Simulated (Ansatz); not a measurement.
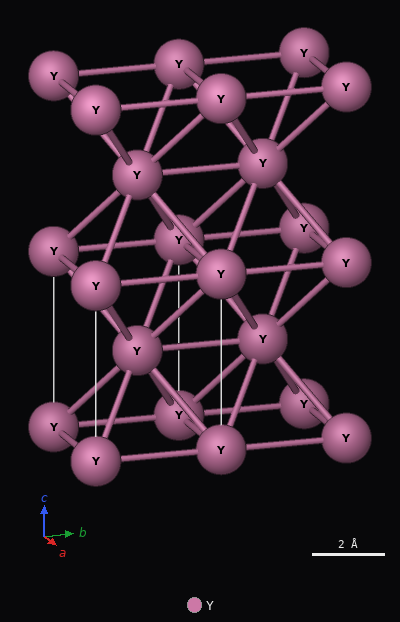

Fig. 1: The input geometry (ball-and-stick view of the cell 2 times as large as that of the calculation, set on its symmetry axes, repeated 1 × 2 × 2, seen slightly off an axis). An atom can appear more than once, as a periodic image. Near neighbours in the periodic cell (some may lie outside the picture): Y has 12 Y at 3.65 to 3.69 Å.

# Single-point calculation of Y

Y (1 atom in the cell), computed with DFT PBEsol, scalar-relativistic, plane waves, PAW, no spin polarisation (Ansatz 0.2.0).

The structure derives from an entry of the Crystallography Open Database. It belongs to a series of runs on one base structure; here: strain +0.050 along x and y, +0.025 along z, atoms carried along.

Output:
```
Engine: ansatz 0.2.0, aarch64-unknown-linux-gnu
Pseudopotentials: kind: paw
Pseudopotential: Y, paw, valence charge 11, recommended cutoff 420 eV (normal), Y.paw.azcp
Functional definition: PBEsol
  exchange = pbesol_x
  correlation = pbesol_c
Crystal: 1 atoms, lattice volume = 34.683 Å³
Basis set: ecut = 420 eV, 661 PW (Γ), exchange–correlation on 50×50×50 points (8 copies of the dense FFT grid, shifted against one another)
Bands: 10, of which v1, the nominal top of the filled ones, is band 6 counted from 1 (5 counted from 0)
Symmetry: 16 space group operations
Space group: I4/mmm (ITA 139), of the structure as read, at distance tolerance 3.3e-5 Å
k-points: 349 of 4096
Non-local potential: Y, projectors of the file, l = 0: 3, l = 1: 2, l = 2: 2, l = 3: 1
PAW form: soft (Blöchl's): semilocal exchange-correlation on the pseudo side does not see the compensation charge
PAW frozen core: Y, regenerated for the run's functional, and the local potential with it (the file was generated under x = pbe(κ = 0.804, μ = 0.2195149727645171), c = pbe(β = 0.06672455060314922))
PAW one-centre angular grid: Y, 590 points (default); XC on 64 Gauss nodes
Initial density: superposition of atomic densities (neutral atoms: chi_scale 0, normalization atom), corrected by the library's trained network
Initial wavefunctions: pseudopotential atomic-orbital guess
Functional: x = pbesol(κ = 0.804, μ = 0.12345679012345678), c = pbesol(β = 0.046)
SCF iter   1: F=—  HF=-3795.008423 eV  |F-HF|=—  |Δ(HF+E_count)|=         —  Δρ=2.38e-3  dr2=1.68e-3  ethr=1.77e-3  ⟨swp⟩=4.9  Hψ=19435  notcnv=0
preconditioner: auto → none  [metal: Δε(μ)=0.003 eV  Ē_g=4.194 eV  σ=0.150 eV  W_gap=0.01  n_scr=8 (ndim 8)  ℏωp=10.9 eV  f_vac=0.000  D(μ)=1.77/eV (n_scr^D=14)  sad-step TF]
SCF iter   2: F=—  HF=-3795.008271 eV  |F-HF|=—  |Δ(HF+E_count)|=   1.52e-4  Δρ=1.42e-3  dr2=7.76e-4  ethr=1.53e-5  ⟨swp⟩=2.0  Hψ=7319  notcnv=0
SCF iter   3: F=—  HF=-3795.008176 eV  |F-HF|=—  |Δ(HF+E_count)|=   9.52e-5  Δρ=4.45e-4  dr2=7.28e-5  ethr=7.05e-6  ⟨swp⟩=1.9  Hψ=3802  notcnv=0
SCF iter   4: F=—  HF=-3795.008143 eV  |F-HF|=—  |Δ(HF+E_count)|=   3.23e-5  Δρ=1.31e-4  dr2=3.69e-6  ethr=6.62e-7  ⟨swp⟩=2.3  Hψ=5170  notcnv=0
SCF iter   5: F=—  HF=-3795.008143 eV  |F-HF|=—  |Δ(HF+E_count)|=   4.60e-7  Δρ=3.12e-5  dr2=2.59e-7  ethr=3.36e-8  ⟨swp⟩=2.0  Hψ=5340  notcnv=0
SCF iter   6: F=-3795.008143 eV  HF=-3795.008143 eV  |F-HF|=1.45e-8  |Δ(HF+E_count)|=   8.07e-8  Δρ=9.00e-6  dr2=2.12e-8  ethr=9.09e-10  ⟨swp⟩=7.8  Hψ=19378  notcnv=0
SCF 1 converged in 6 iterations: F = -3795.008143 eV  dr2 = 2.12e-8
  greatest PAW one-centre occupation: 0.993 electrons in one spin orbital (limit 2), on the Y atom at site 0 (counted from 0), in its partial waves of l = 0
```

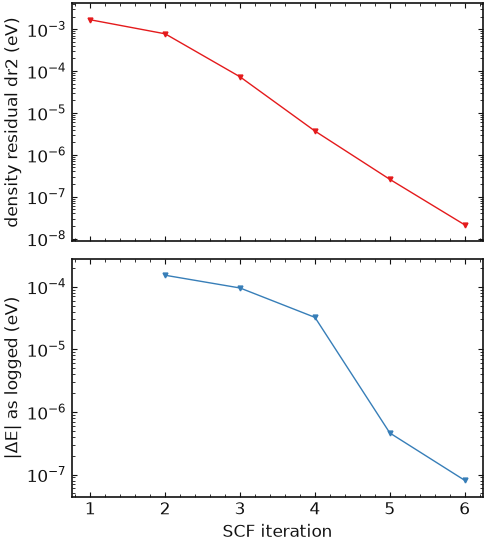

Fig. 2: Convergence of the self-consistent field: density residual dr2 and size of the energy change against the SCF iteration. The residual falls at every step.

```
SCF converged after 6 iterations
Free energy (F): -3795.008143 eV
Harris-Foulkes:  -3795.008143 eV  (|F-HF|=1.45e-8)
Internal energy: -3794.988268 eV  (E = F + TS)
E sigma→0 (E₀):  -3794.998206 eV
Entropy (-TS):   -0.019874 eV (-19.874 meV/atom)
Fermi energy:    8.679129 eV
--- Per-component energies (eV) ---
  E_band       = -129.862041
  E_kinetic    = 303.227481
  E_local      = -635.436522  (includes V_loc(G=0)·N_el)
  E_nonlocal   = 51.688504
  E_hartree    = 201.031836
  E_xc         = -170.690638
  E_vxc        = -196.805295  (∫ρ·V_xc dr)
  E_paw        = -2773.392012  (= ΣΔE_a)
  E_vpaw       = -54.596329  (= ΣTr[D̂ρ^β])
  E_aug_tail   = 0.000002  (compensation charges beyond the density's cutoff)
  E_ewald      = -771.565693
  E_core_change = 0.148773  (= ΣΔE_core)
  E_smearing   = -0.019874  (= −TS)
  E_closure    = 0.000000  (closes the sum)
  Σ components = -3795.008143   (vs F -3795.008143, Δ=0.00e0)
--- Forces (eV/Å), atoms counted from 1 ---
  atom   1  Y     -0.00000000     0.00000000    -0.00000000
  max |Σ_I F_I| component: 8.63e-32 eV/Å
--- Stress (GPa, compression-positive) ---
       -4.246647      -0.000000       0.000000
       -0.000000      -4.246647       0.000000
        0.000000       0.000000      -3.640525
  P = ⅓ Tr σ = -4.0446 GPa (-40.446 kbar)
--- Band table (eV; the first three rows and the last of 349) ---
  k-point 0: bands = ["-34.0489", "-13.8163", "-13.8163", "-13.8158", "4.0430", "10.3247", "10.3247", "10.5056", "12.1094", "12.3627"]
  k-point 1: bands = ["-34.0470", "-13.8346", "-13.8190", "-13.8181", "4.1339", "10.2552", "10.3674", "10.5160", "12.0670", "12.3109"]
  k-point 2: bands = ["-34.0416", "-13.8867", "-13.8266", "-13.8240", "4.3987", "10.0106", "10.4710", "10.6074", "11.9836", "12.1969"]
  k-point 348: bands = ["-33.9793", "-14.2517", "-13.9950", "-13.9950", "7.0953", "7.8768", "10.6854", "13.5822", "13.9699", "13.9699"]
```

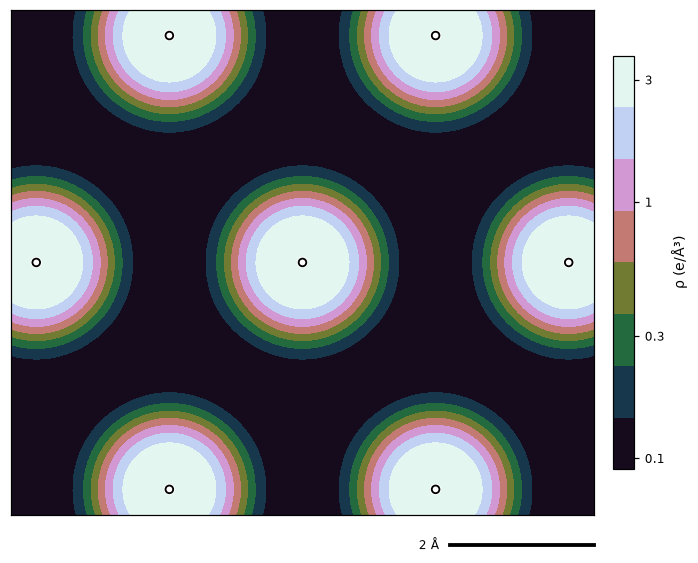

Fig. 3: Valence electron density on the (101) plane of the conventional cell. Circles mark the nuclei in the plane (Y). Atoms in the plane: Y. Y–Y (3.65 Å): the density is about 0.09 e/Å³ at the midpoint. Y–Y (3.69 Å): the density is about 0.09 e/Å³ at the midpoint. Away from the nuclei the density in this plane falls to 0.09 e/Å³ at its lowest. In a PAW calculation such maps are meaningful between the atoms, not at the nuclei.

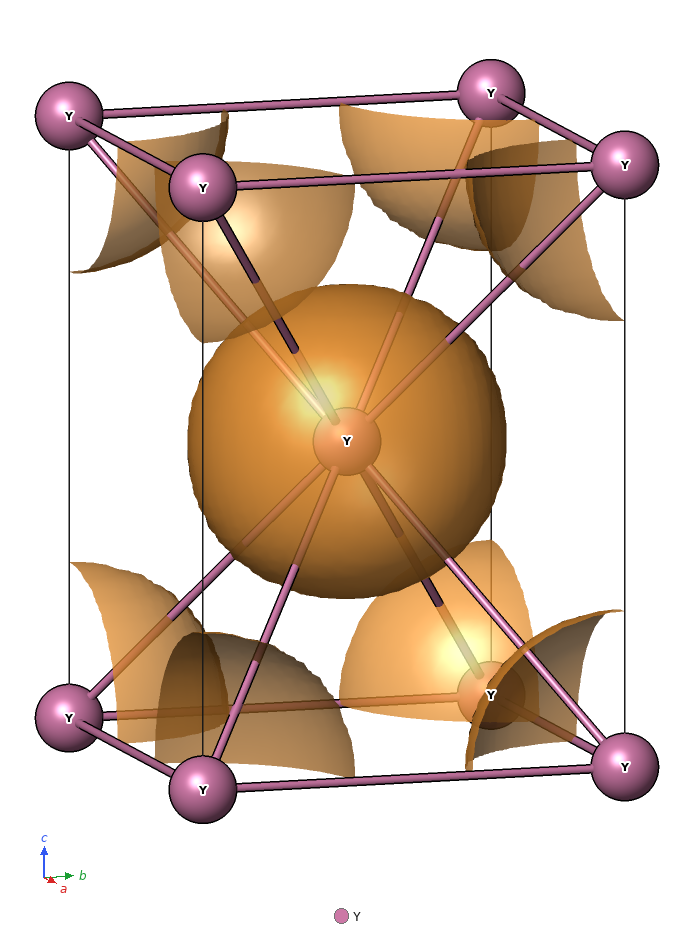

Fig. 4: Isosurface of the valence pseudo-density at 0.15 e/Å³ (orange), seen slightly off an axis. Sticks mark near contacts. The outline is the cell set on symmetry axes. At this value the density breaks into separate islands; it holds about 80 % of the electrons treated as valence (semicore included). It is pinched off along the Y–Y (3.65 Å) and Y–Y (3.69 Å) contacts. On the grid the lowest density along these lines, outside the cores, is 0.09 e/Å³ (Y–Y, 3.65 Å) and 0.09 e/Å³ (Y–Y, 3.69 Å).

The run was set up as follows.

The input:
```yaml
crystal:
  lattice:
    - [0.0, 2.60925, 2.547125]
    - [2.60925, 0.0, 2.547125]
    - [2.60925, 2.60925, 0.0]
  atoms:
    - { symbol: "Y", position: [0.0, 0.0, 0.0] }
basis:
  ecutwfc: 420
kpoints:
  mp_grid: { grid: [16, 16, 16] }
hamiltonian:
  xc: pbesol
scf:
  occupations: { method: gaussian, width: 0.15 }
output:
  forces: true
  stress: true
  eigenvalues: true
  write_density: true
  write_potential: true
  elf: true
  volumetric_format: npy
```

Run as:
```bash
ansatz run input.yaml --threads 1 --pin off --max-ram 2560MiB --backend cpu --events-out ev --progress --plain --runs-dir out
```

Key numbers:

```json
{"quantity": "outcome", "value": "converged"}
{"quantity": "space group (tolerance 0.01 Å)", "value": "I4/mmm (139)"}
{"quantity": "electrons treated", "value": "11"}
{"quantity": "free energy", "value": "−3795.0081 eV"}
{"quantity": "Fermi energy", "value": "8.679 eV"}
{"quantity": "gap on the k-point mesh", "value": "none (metallic)"}
{"quantity": "pressure", "value": "−4.04 GPa"}
{"quantity": "largest force (length of the vector)", "value": "under 0.001 eV/Å"}
{"quantity": "hardware", "value": "1 thread of Arm Neoverse V1, 24 GiB of memory available, shared host"}
{"quantity": "wall time", "value": "8.9 s"}
{"quantity": "peak memory", "value": "0.39 GiB"}
```
